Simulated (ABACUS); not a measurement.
# Single-point calculation at one volume of an equation of state of WC (part 1 of 2)

The run: single-point calculation at one volume of an equation of state of WC (P-6m2, 2 atoms in the cell). Method and program: Kohn-Sham DFT of a periodic cell, PBE, PseudoDojo NC SR 0.4.1 PBE standard, no spin polarisation (ABACUS 3.10.1).

The structure derives from an entry of the Crystallography Open Database. It belongs to a series of runs on one base structure; here: volume scaled by 1.02.

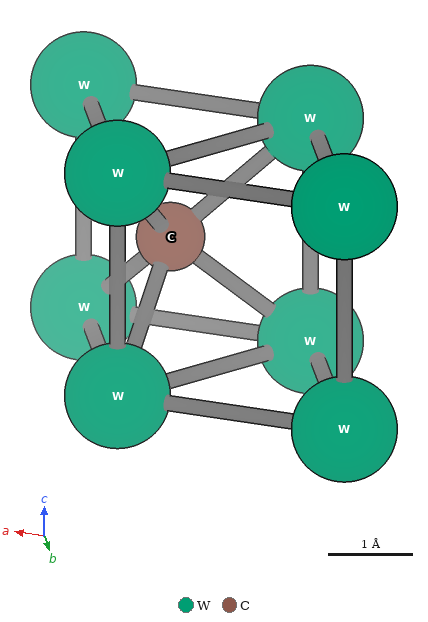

*The structure (ball-and-stick view of the cell of the calculation, seen at an oblique angle).*

Near neighbours in the crystal (not all of them lie inside the picture): W has 6 C at 2.21 Å and 8 W at 2.86 to 2.93 Å; C has 6 W at 2.21 Å.

**Input**
```
INPUT_PARAMETERS
suffix              WC
calculation         scf
basis_type          lcao
pseudo_dir          ./
orbital_dir         ./
symmetry            1
dft_functional      pbe
ecutwfc             100
pseudo_rcut         10
nspin               1
nbands              13
ks_solver           genelpa
smearing_method     fd
smearing_sigma      0.00367493
scf_thr             1e-07
scf_nmax            100
mixing_type         broyden
mixing_beta         0.7
cal_force           1
cal_stress          1
out_mul             1
```

**File STRU**
```
ATOMIC_SPECIES
W 183.8400 W.upf
C 12.0110 C.upf

NUMERICAL_ORBITAL
W_confined-atom_7au_2s1p1d.orb
C_confined-atom_6au_1s1p.orb

LATTICE_CONSTANT
1.8897261246

LATTICE_VECTORS
2.9257489053 0.0000000000 0.0000000000
-1.4628744527 2.5337728771 0.0000000000
0.0000000000 0.0000000000 2.8553859779

ATOMIC_POSITIONS
Direct

W
0.0
1
0.0000000000 0.0000000000 0.0000000000 1 1 1

C
0.0
1
0.6666666667 0.3333333333 0.5000000000 1 1 1
```

**File KPT**
```
K_POINTS
0
Gamma
10 10 9 0 0 0
```

Run on 4 threads of AMD EPYC (Zen 3), 24 GiB of memory available, shared host.

Run as:
```bash
OMP_NUM_THREADS=1 mpirun -np 4 abacus > log
```

**Output**
```
ABACUS v3.10.1

               Atomic-orbital Based Ab-initio Computation at UStc

 ------------------------------------------------------------------------------------

 READING GENERAL INFORMATION
                           global_out_dir = OUT.WC/
                           global_in_card = INPUT
                               pseudo_dir = ./
                              orbital_dir = ./
                                    DSIZE = 4
                                    GSIZE = 1

 READING UNITCELL INFORMATION
                                    ntype = 2
                  lattice constant (Bohr) = 1.88973
              lattice constant (Angstrom) = 1

 READING ATOM TYPE 1
                               atom label = W
                      L=0, number of zeta = 2
                      L=1, number of zeta = 1
                      L=2, number of zeta = 1
             number of atom for this type = 1

 READING ATOM TYPE 2
                               atom label = C
                      L=0, number of zeta = 1
                      L=1, number of zeta = 1
             number of atom for this type = 1

                        TOTAL ATOM NUMBER = 2
DIRECT COORDINATES
    atom                   x                   y                   z     mag                  vx                  vy                  vz
taud_W1            0.0000000000        0.0000000000        0.0000000000  0.0000        0.0000000000        0.0000000000        0.0000000000
taud_C1            0.6666666667        0.3333333333        0.5000000000  0.0000        0.0000000000        0.0000000000        0.0000000000

                          Volume (Bohr^3) = 142.845
                             Volume (A^3) = 21.1675

 Lattice vectors: (Cartesian coordinate: in unit of a_0)
             +2.92575                  +0                  +0
             -1.46287            +2.53377                  +0
                   +0                  +0            +2.85539
 Reciprocal vectors: (Cartesian coordinate: in unit of 2 pi/a_0)
            +0.341793           +0.197334                  -0
                   -0           +0.394668                  -0
                   +0                  -0           +0.350215
 The esolver type has been set to : ksdft_lcao

                PAO radial cut off (Bohr) = 10

 Read in pseudopotential file is W.upf
                     pseudopotential type = NC
          exchange-correlation functional = PBE
                 nonlocal core correction = 1
                        valence electrons = 14
                                     lmax = 3
                           number of zeta = 4
                     number of projectors = 8
                           L of projector = 0
                           L of projector = 0
                           L of projector = 1
                           L of projector = 1
                           L of projector = 2
                           L of projector = 2
                           L of projector = 3
                           L of projector = 3
                PAO radial cut off (Bohr) = 10

 Read in pseudopotential file is C.upf
                     pseudopotential type = NC
          exchange-correlation functional = PBE
                 nonlocal core correction = 1
                        valence electrons = 4
                                     lmax = 1
                           number of zeta = 2
                     number of projectors = 4
                           L of projector = 0
                           L of projector = 0
                           L of projector = 1
                           L of projector = 1
     initial pseudo atomic orbital number = 14

 SETUP THE ELECTRONS NUMBER
             electron number of element W = 14
       total electron number of element W = 14
             electron number of element C = 4
       total electron number of element C = 4
            AUTOSET number of electrons:  = 18
                           occupied bands = 9
                                   NLOCAL = 14
                                   NBANDS = 13
                                   NBANDS = 13
                                   NLOCAL = 14

%%%%%%%%%%%%%%%%%%%%%%%%%%%%%%%%%%%%%%%%%%%%%%%%%%%%%%%%%%%%%%%%%%%%%%%%%%%%%%%%%%%%%%%%%%%%%%%%%%%%%%%%%%
 Warning: the number of valence electrons in pseudopotential > 6 for W: [Xe] 4f14 5d4 6s2
 Pseudopotentials with additional electrons can yield (more) accurate outcomes, but may be less efficient.
 If you're confident that your chosen pseudopotential is appropriate, you can safely ignore this warning.
%%%%%%%%%%%%%%%%%%%%%%%%%%%%%%%%%%%%%%%%%%%%%%%%%%%%%%%%%%%%%%%%%%%%%%%%%%%%%%%%%%%%%%%%%%%%%%%%%%%%%%%%%%

 SETUP THE PLANE WAVE BASIS
 energy cutoff for charge/potential (unit:Ry) = 400
            fft grid for charge/potential = [ 36, 36, 36 ]
                        fft grid division = [ 3, 3, 3 ]
        big fft grid for charge/potential = [ 12, 12, 12 ]
                                     nbxx = 432
                                     nrxx = 11664

 SETUP PLANE WAVES FOR CHARGE/POTENTIAL
                    number of plane waves = 19361
                         number of sticks = 847

 PARALLEL PW FOR CHARGE/POTENTIAL
     PROC   COLUMNS(POT)             PW
        1            212           4842
        2            212           4842
        3            212           4840
        4            211           4837
 --------------- sum -------------------
        4            847          19361
                            number of |g| = 867
                                  max |g| = 36.1604
                                  min |g| = 0

----------- Double Check Mixing Parameters Begin ------------
mixing_type: broyden
mixing_beta: 0.7
mixing_gg0: 1
mixing_gg0_min: 0.1
mixing_ndim: 8
----------- Double Check Mixing Parameters End ------------

 LATTICE VECTORS: (CARTESIAN COORDINATE: IN UNIT OF A0)
             +2.92575                  +0                  +0
             -1.46287            +2.53377                  +0
                   +0                  +0            +2.85539
                       right hand lattice = 1
                                   NORM_A = 2.92575
                                   NORM_B = 2.92575
                                   NORM_C = 2.85539
                           ALPHA (DEGREE) = 90
                           BETA  (DEGREE) = 90
                           GAMMA (DEGREE) = 120

 The lattice vectors have been changed (STRU_SIMPLE.cif)

(for optimal symmetric configuration:)
                             BRAVAIS TYPE = 4
                     BRAVAIS LATTICE NAME = 04. Hexagonal cell
                                    ibrav = 4
                                    IBRAV = 4
                                  BRAVAIS = HEXAGONAL CELL
                       LATTICE CONSTANT A = 2.92575
                                C/A RATIO = 0.97595
Original cell was already a primitive cell.
                        ROTATION MATRICES = 24
              PURE POINT GROUP OPERATIONS = 12
                   SPACE GROUP OPERATIONS = 12
                                       C2 = 3
                                       C3 = 2
                                       C4 = 0
                                       C6 = 0
                                       S1 = 4
                                       S3 = 2
                                       S4 = 0
                                       S6 = 0
                              POINT GROUP = D_3h
                                       C2 = 3
                                       C3 = 2
                                       C4 = 0
                                       C6 = 0
                                       S1 = 4
                                       S3 = 2
                                       S4 = 0
                                       S6 = 0
               POINT GROUP IN SPACE GROUP = D_3h

 SETUP K-POINTS
                                    nspin = 1
                   Input type of k points = Monkhorst-Pack(Gamma)
                                   nkstot = 900
                       right hand lattice = 1
(for reciprocal lattice: )
                             BRAVAIS TYPE = 4
                     BRAVAIS LATTICE NAME = 04. Hexagonal cell
                                    ibrav = 4
                       right hand lattice = 1
(for k-lattice: )
                             BRAVAIS TYPE = 4
                     BRAVAIS LATTICE NAME = 04. Hexagonal cell
                                    ibrav = 4
                       right hand lattice = 1
                        ROTATION MATRICES = 24
                               nkstot_ibz = 70
K-POINTS REDUCTION ACCORDING TO SYMMETRY
     IBZ    DIRECT_X    DIRECT_Y    DIRECT_Z  WEIGHT  ibz2bz
       1  0.00000000  0.00000000  0.00000000  0.0011       0
       2 -0.10000000  0.10000000  0.00000000  0.0067       1
       3 -0.20000000  0.20000000  0.00000000  0.0067       2
       4 -0.30000000  0.30000000  0.00000000  0.0067       3
       5 -0.40000000  0.40000000  0.00000000  0.0067       4
       6  0.50000000  0.50000000  0.00000000  0.0033       5
       7 -0.10000000  0.20000000  0.00000000  0.0067      11
       8 -0.20000000  0.30000000  0.00000000  0.0133      12
       9 -0.30000000  0.40000000  0.00000000  0.0133      13
      10  0.50000000  0.40000000  0.00000000  0.0133      14
      11 -0.20000000  0.40000000  0.00000000  0.0067      22
      12  0.50000000  0.30000000  0.00000000  0.0133      23
      13  0.40000000  0.40000000  0.00000000  0.0067      24
      14  0.40000000  0.30000000  0.00000000  0.0067      33
      15  0.00000000  0.00000000  0.11111111  0.0022     100
      16 -0.10000000  0.10000000  0.11111111  0.0133     101
      17 -0.20000000  0.20000000  0.11111111  0.0133     102
      18 -0.30000000  0.30000000  0.11111111  0.0133     103
      19 -0.40000000  0.40000000  0.11111111  0.0133     104
      20  0.50000000  0.50000000  0.11111111  0.0067     105
      21 -0.10000000  0.20000000  0.11111111  0.0133     111
      22 -0.20000000  0.30000000  0.11111111  0.0267     112
      23 -0.30000000  0.40000000  0.11111111  0.0267     113
      24  0.50000000  0.40000000  0.11111111  0.0267     114
      25 -0.20000000  0.40000000  0.11111111  0.0133     122
      26  0.50000000  0.30000000  0.11111111  0.0267     123
      27  0.40000000  0.40000000  0.11111111  0.0133     124
      28  0.40000000  0.30000000  0.11111111  0.0133     133
      29  0.00000000  0.00000000  0.22222222  0.0022     200
      30 -0.10000000  0.10000000  0.22222222  0.0133     201
[... 40 further k points ...]

                               nkstot now = 70
[... K-POINTS DIRECT COORDINATES: 70 rows ...]

           k-point number in this process = 70
       minimum distributed K point number = 70
[... stars of the k points ...]

[... K-POINTS CARTESIAN COORDINATES: 70 rows ...]

[... K-POINTS DIRECT COORDINATES: 70 rows ...]

 SETUP PLANE WAVES FOR WAVE FUNCTIONS
     energy cutoff for wavefunc (unit:Ry) = 100
              fft grid for wave functions = [ 36, 36, 36 ]
                    number of plane waves = 3391
                         number of sticks = 265

 PARALLEL PW FOR WAVE FUNCTIONS
     PROC   COLUMNS(POT)             PW
        1             64            848
        2             68            848
        3             67            847
        4             66            848
 --------------- sum -------------------
        4            265           3391

 SET NONLOCAL PSEUDOPOTENTIAL PROJECTORS
 SET NONLOCAL PSEUDOPOTENTIAL PROJECTORS
 max number of nonlocal projetors among all species is 8

 -------------------------------------------
 SELF-CONSISTENT
 -------------------------------------------

 SETUP SEARCHING RADIUS FOR PROGRAM TO SEARCH ADJACENT ATOMS
                  longest orb rcut (Bohr) = 7
   longest nonlocal projector rcut (Bohr) = 2.06
                     search radius (Bohr) = 18.1
              searching radius is (Bohr)) = 18.1
         searching radius unit is (Bohr)) = 1.89
                         PeriodicBoundary = 1
                        Radius(unit:lat0) = 9.59
                                   glayer = [ 5, 5, 5 ]
                             glayer_minus = [ 4, 4, 4 ]

Find the coordinate range of the input atom(unit:lat0).
                                  min_tau = [ -17.6, -10.1, -11.4 ]
                                  max_tau = [ 19, 11, 12.8 ]
                                BoxNumber = [ 9, 9, 9 ]

 SETUP EXTENDED REAL SPACE GRID FOR GRID INTEGRATION
                          real space grid = [ 36, 36, 36 ]
                 big cell numbers in grid = [ 12, 12, 12 ]
             meshcell numbers in big cell = [ 3, 3, 3 ]
                        extended fft grid = [ 18, 18, 16 ]
                dimension of extened grid = [ 49, 49, 45 ]
                            UnitCellTotal = 125
              Atom number in sub-FFT-grid = 2
    Local orbitals number in sub-FFT-grid = 14
                                ParaV.nnr = 4051
                                 init_chg = atomic

 LCAO ALGORITHM --------------- ION=   1  ELEC=   1--------------------------------

 Density error is 0.116403613592
----------------------------------------------------------
     Energy           Rydberg                 eV
```
